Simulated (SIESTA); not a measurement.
**Energy of PbTe along an even scaling of the cell**

System: PbTe (Fm-3m, 2 atoms in the cell).
Method: Kohn-Sham DFT of a periodic cell, PBEsol, PseudoDojo 0.4 standard, converted to PSML, no spin polarisation (SIESTA 5.4.2).

The 7 runs differ only in the geometry, by an even scaling of the cell at fixed fractional positions. The structure derives from an entry of the Crystallography Open Database.

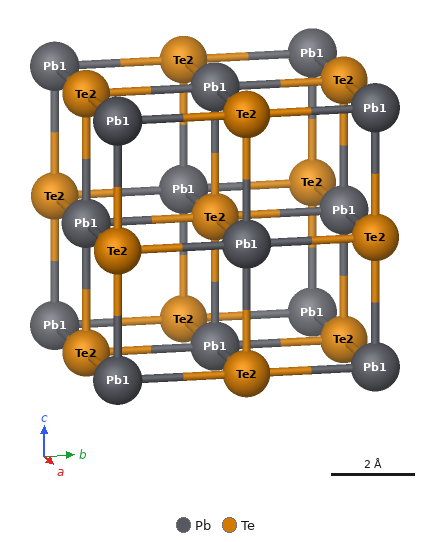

Figure 1. The structure of run 4 (ball-and-stick view of the cell 4 times as large as that of the calculation, set on its symmetry axes, seen slightly off an axis; atoms are numbered from 1 in the order of the input). An atom can appear more than once, as a periodic image.

**Input of run 4**
```
SystemName                      TePb
SystemLabel                     TePb
NumberOfSpecies                 2
NumberOfAtoms                   2
%block ChemicalSpeciesLabel
  1  82 Pb
  2  52 Te
%endblock ChemicalSpeciesLabel

LatticeConstant                 1.0 Ang
%block LatticeVectors
     0.0000000000     3.2310000000     3.2310000000
     3.2310000000     0.0000000000     3.2310000000
     3.2310000000     3.2310000000     0.0000000000
%endblock LatticeVectors
AtomicCoordinatesFormat         Fractional
%block AtomicCoordinatesAndAtomicSpecies
     0.0000000000     0.0000000000     0.0000000000  1  Pb
     0.5000000000     0.5000000000     0.5000000000  2  Te
%endblock AtomicCoordinatesAndAtomicSpecies

%block kgrid.MonkhorstPack
    7   0   0  0.0
    0   7   0  0.0
    0   0   7  0.0
%endblock kgrid.MonkhorstPack
XC.Functional                   GGA
XC.Authors                      PBEsol
PAO.BasisSize                   DZP
PAO.EnergyShift                 0.003 Ry
Mesh.Cutoff                     500 Ry
OccupationFunction              FD
ElectronicTemperature           0.05 eV
MaxSCFIterations                120
SCF.MustConverge                false
SCF.Mixer.Method                Pulay
SCF.Mixer.Weight                0.25
SCF.Mixer.History               8
SCF.DM.Tolerance                5.0e-05
SCF.H.Tolerance                 1.0e-03 eV
WriteForces                     true
Charge.Mulliken                 end
%block PAO.Basis
  Pb 4
  n=6 0 2
    6.155 0.000
  n=6 1 2
    8.826 0.000
  n=5 2 2
    4.164 0.000
  n=6 2 1
    8.826
  Te 4
  n=5 0 2
    5.613 0.000
  n=5 1 2
    7.253 0.000
  n=4 2 2
    3.260 0.000
  n=5 2 1
    7.253
%endblock PAO.Basis
```

Command:
```bash
siesta < TePb.fdf > TePb.out 2>&1
```

Run 2 differs from it as follows:
```diff
-     0.0000000000     3.2310000000     3.2310000000
-     3.2310000000     0.0000000000     3.2310000000
-     3.2310000000     3.2310000000     0.0000000000
+     0.0000000000     3.1873324849     3.1873324849
+     3.1873324849     0.0000000000     3.1873324849
+     3.1873324849     3.1873324849     0.0000000000
```

**Results, with one run withheld**

| run | volume per atom (Å³) | free energy per atom, from the lowest run given (meV) | pressure (GPa) | gap on the mesh (eV) |
| --- | --- | --- | --- | --- |
| 1 | 31.706 | 19.70 | 3.37 | 0.91 |
| 2 | 32.380 | ? | ? | ? |
| 3 | 33.055 | 1.33 | 1.06 | 0.98 |
| 4 | 33.730 | 0.00 | 0.09 | 1.01 |
| 5 | 34.404 | 1.47 | −0.76 | 1.04 |
| 6 | 35.079 | 6.29 | −1.53 | 1.07 |
| 7 | 35.753 | 14.16 | −2.18 | 1.09 |

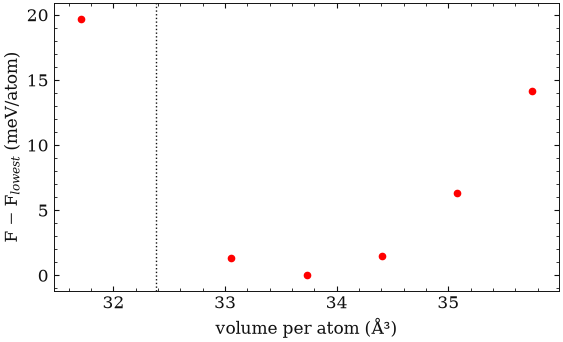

Figure 2. Free energy per atom of the runs given; the dotted line marks run 2.

Fit the runs given and predict run 2.

A cubic polynomial in V^(−2/3) (the Birch–Murnaghan form), fitted to the 6 runs given, misses them by at most 0.35 meV per atom. With x = V^(−2/3) − 0.09545 Å⁻², it reads F = −0.19313 − 837.67 x + 1.1274e+06 x² + 2.3305e+07 x³ (meV per atom). At run 2 it gives 7.97 meV per atom, and the run itself gives 8.07. The slope of the fit gives a pressure −dF/dV of 2.12 GPa there, and the run prints 2.17 GPa. The fit has its minimum at 33.716 Å³ per atom, where V d²F/dV² gives 44.7 GPa: the bulk modulus at this level, since symmetry fixes the shape and the positions. The gap on the mesh goes, without turning, from 0.91 eV in run 1 to 1.09 eV in run 7; run 2 has 0.95 eV. These are gaps of this functional on this mesh, which can miss the band edges; they aren't the measured gap.

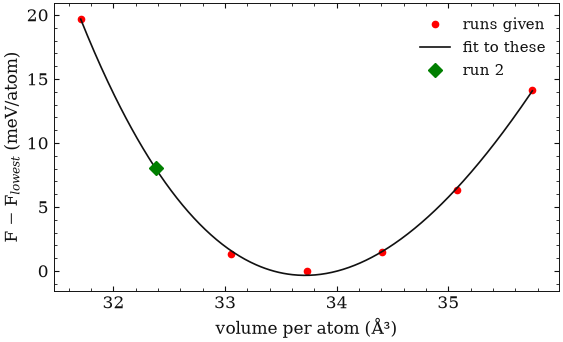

Figure 3. The fit and the withheld run.

**Some lines of the output (run 2)**
```
[...]
outcell: Cell volume (Ang**3)        :     64.7608
stepf: Fermi-Dirac step function
siesta: Etot    =     -4760.526873
siesta: FreeEng =     -4760.526876
        iscf     Eharris(eV)        E_KS(eV)     FreeEng(eV)     dDmax    Ef(eV) dHmax(eV)
siesta: E_KS(eV) =            -4760.6552
siesta: E_KS - E_eggbox =     -4760.6552
siesta: Etot    =     -4760.655180
siesta: FreeEng =     -4760.655185
siesta:         Fermi =      -4.132293
siesta: Cell volume =         64.760785 Ang**3
    Orbital volume contribution        =           2.438306 eV
```

Notes: Points of doubt noted for this run: mulliken charges of long orbitals. Spin–orbit coupling is left out, which matters for Pb. With a small basis of atomic orbitals these values can differ much from converged plane-wave results.
